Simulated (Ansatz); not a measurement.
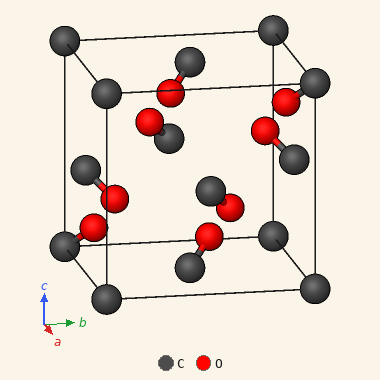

The system is CO₂ (Pa-3, No. 205; 12 atoms in the cell); the picture shows the reference structure. The energy is mapped over two homogeneous strains (x, y and z along the cube axes). First axis: normal strain along x. Second axis: normal strain along z. Nothing is relaxed (fractional coordinates fixed). Grid: 5 × 5 points. Energies are in meV/atom, from the lowest grid point. Theory: DFT PBEsol, scalar-relativistic, plane waves, PAW in Ansatz. Settings: cutoff 520 eV, k-mesh 4×4×4, gaussian smearing 0.05 eV, no spin polarisation.

Its coordinates:

```
CELL_PARAMETERS angstrom
5.79994 0.00000 0.00000
0.00000 5.79994 0.00000
0.00000 0.00000 5.79994
ATOMIC_POSITIONS crystal
C 0.00000 0.00000 0.00000
C 0.50000 0.00000 0.50000
C 0.50000 0.50000 0.00000
C 0.00000 0.50000 0.50000
O 0.11616 0.11616 0.11616
O 0.38384 0.88384 0.61616
O 0.61616 0.38384 0.88384
O 0.88384 0.61616 0.38384
O 0.88384 0.88384 0.88384
O 0.61616 0.11616 0.38384
O 0.38384 0.61616 0.11616
O 0.11616 0.38384 0.61616
```

The input of one point:

```yaml
crystal:
  lattice:
    - [5.7999351339, 0.0, 0.0]
    - [0.0, 5.7999351339, 0.0]
    - [0.0, 0.0, 5.7999351339]
  atoms:
    - { symbol: C, position: [0.0, 0.0, 0.0] }
    - { symbol: C, position: [0.5, 0.0, 0.5] }
    - { symbol: C, position: [0.5, 0.5, 0.0] }
    - { symbol: C, position: [0.0, 0.5, 0.5] }
    - { symbol: O, position: [0.1161576883, 0.1161576883, 0.1161576883] }
    - { symbol: O, position: [0.3838423117, 0.8838423117, 0.6161576883] }
    - { symbol: O, position: [0.6161576883, 0.3838423117, 0.8838423117] }
    - { symbol: O, position: [0.8838423117, 0.6161576883, 0.3838423117] }
    - { symbol: O, position: [0.8838423117, 0.8838423117, 0.8838423117] }
    - { symbol: O, position: [0.6161576883, 0.1161576883, 0.3838423117] }
    - { symbol: O, position: [0.3838423117, 0.6161576883, 0.1161576883] }
    - { symbol: O, position: [0.1161576883, 0.3838423117, 0.6161576883] }
basis:
  ecutwfc: 520.0
kpoints:
  mp_grid: { grid: [4, 4, 4] }
hamiltonian:
  xc: pbesol
scf:
  occupations: { method: gaussian, width: 0.05 }
output:
  forces: true
  stress: true
  eigenvalues: true
```

Range: normal strain along x from −11.0 to 11.0 %; normal strain along z from −15.0 to 15.0 %.

Predict the map.

The lowest grid point is at normal strain along x = 0.0 %, normal strain along z = 0.0 %. It is the only kind of minimum in the scanned range. The highest grid point, normal strain along x = −11.0 %, normal strain along z = −15.0 %, lies 442 meV/atom above the lowest. The gap on the k-mesh is 6.7 eV at the lowest point and runs from 5.8 to 7.7 eV over the map.

```csv
"normal strain along z ↓, normal strain along x →",−11.0,−5.5,0.0,5.5,11.0
15.0,22,57,116,197,298
7.5,9,5,30,82,160
0.0,69,17,0,16,64
−7.5,212,100,32,4,14
−15.0,442,260,131,51,16
```

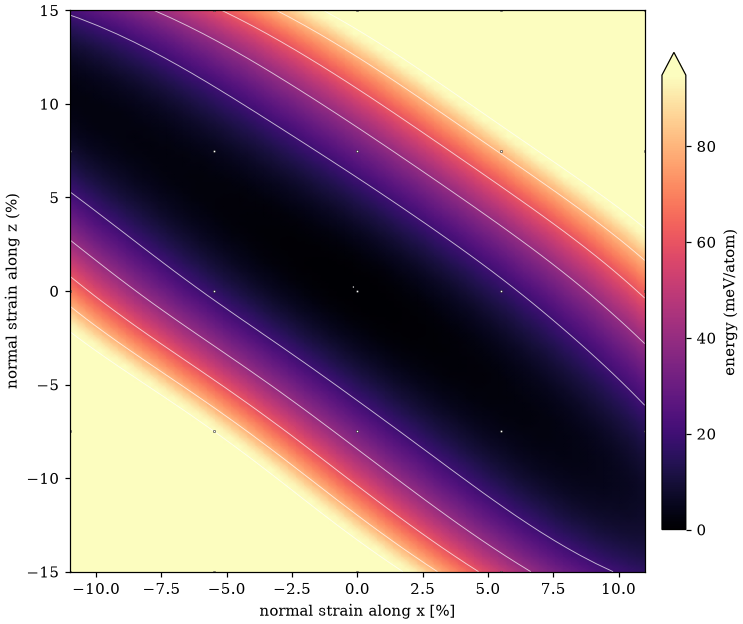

Drawn: a smooth colour map with a few white contour lines, dots at the grid points, one colour for all values above the top of the scale. Between grid points the surface is interpolated.

The whole map (25 points run) took 7.3 min on 2 threads of Arm Neoverse N1 (shared host).
